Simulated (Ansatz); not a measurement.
La$_{2}$O

The calculation's input:

```
crystal:
  lattice:
    - [-2.5563323171, 2.5563323171, 5.5946451501]
    - [2.5563323171, -2.5563323171, 5.5946451501]
    - [2.5563323171, 2.5563323171, -5.5946451501]
  atoms:
    - { symbol: La, position: [0.7650359868, 0.7650359868, 0.0] }
    - { symbol: La, position: [0.2349640132, 0.2349640132, 0.0] }
    - { symbol: La, position: [0.5150359868, 0.0150359868, 0.5] }
    - { symbol: La, position: [0.9849640132, 0.4849640132, 0.5] }
    - { symbol: O, position: [0.75, 0.25, 0.5] }
    - { symbol: O, position: [0.0, 0.0, 0.0] }
basis:
  ecutwfc: 420
kpoints:
  mp_grid: { grid: [8, 8, 8] }
hamiltonian:
  xc: pbe
scf:
  occupations: { method: gaussian, width: 0.1 }
output:
  forces: true
  stress: true
  eigenvalues: true
  write_density: true
  write_potential: true
  elf: true
  volumetric_format: npy
relax:
  adjacent_minimum: "off"
  f_tol: 0.01
  max_steps: 80
  cell: { stress_tol: 0.05 }
```

Command:

```sh
ansatz run input.yaml --threads 1 --pin off --max-ram 2560MiB --backend cpu --events-out ev --progress --plain --runs-dir out
```

Below, planes, directions and counts refer to the conventional cell (a = 5.09 Å, b = 5.09 Å, c = 11.29 Å, α = 90.00°, β = 90.00°, γ = 90.00°).

The fields are those of the relaxed geometry.

Space group I4₁/amd; a generated structure, not necessarily the stable one.

The calculation used DFT PBE, scalar-relativistic, plane waves, PAW in Ansatz 0.2.0.

Core electrons are frozen (PAW), and the valence fields are smoothed inside the atomic spheres.

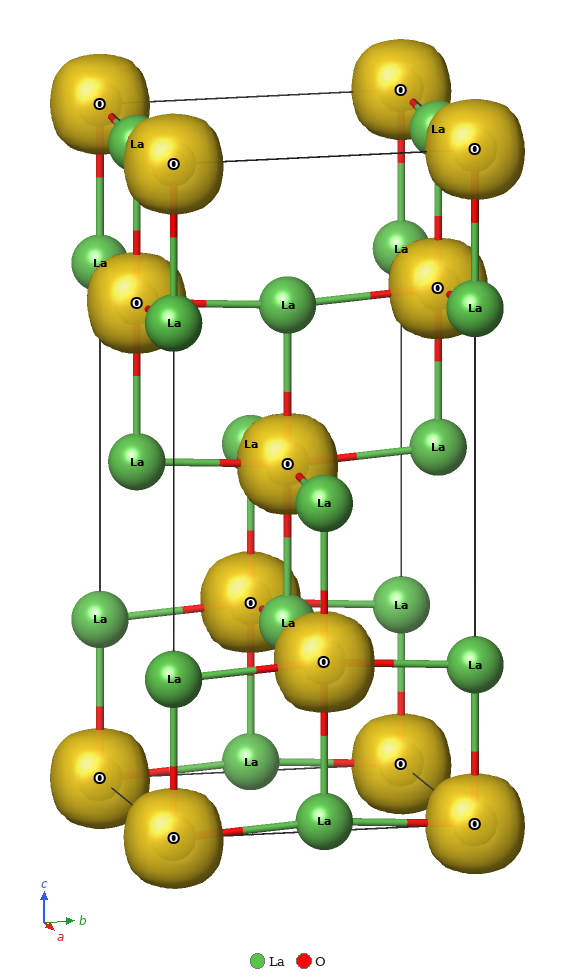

Figure 1. Isosurface of the ELF at 0.7 (yellow), seen slightly off an axis. Core shells and regions of very low density are left out. Sticks mark near contacts.

What do the ELF domains correspond to?

Answer. At this value the surface marks out four regions wrapped around O (the valence shell of each), counted in one cell of 12 atoms. Any copies at cell faces, edges or corners count once.


La–O (2.55 Å): the ELF is about 0.15 at the midpoint: no localised pair shows between them. La–O (2.66 Å): the ELF is about 0.15 at the midpoint (no shared electron pair shows on this line).

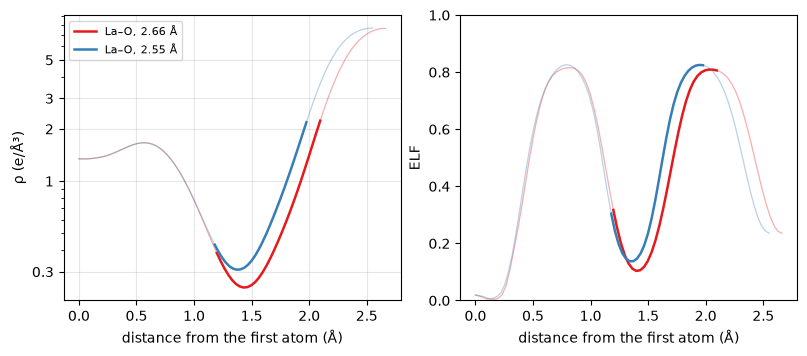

Figure 2. Valence electron density and electron localisation function along straight lines between neighbouring atoms. Thin, pale parts lie inside the atomic spheres.

What can be read from the curves?

Answer. La–O (2.66 Å): ρ at the midpoint is about 0.27 e/Å³; the ELF is about 0.15 at the midpoint; no shared electron pair shows on this line.
La–O (2.55 Å): ρ at the midpoint is about 0.34 e/Å³; the ELF is about 0.15 at the midpoint; no shared electron pair shows on this line.

Does the calculation make it a metal, or give it a gap?

Answer. It is metallic or semimetallic at this level of theory: no gap opens.
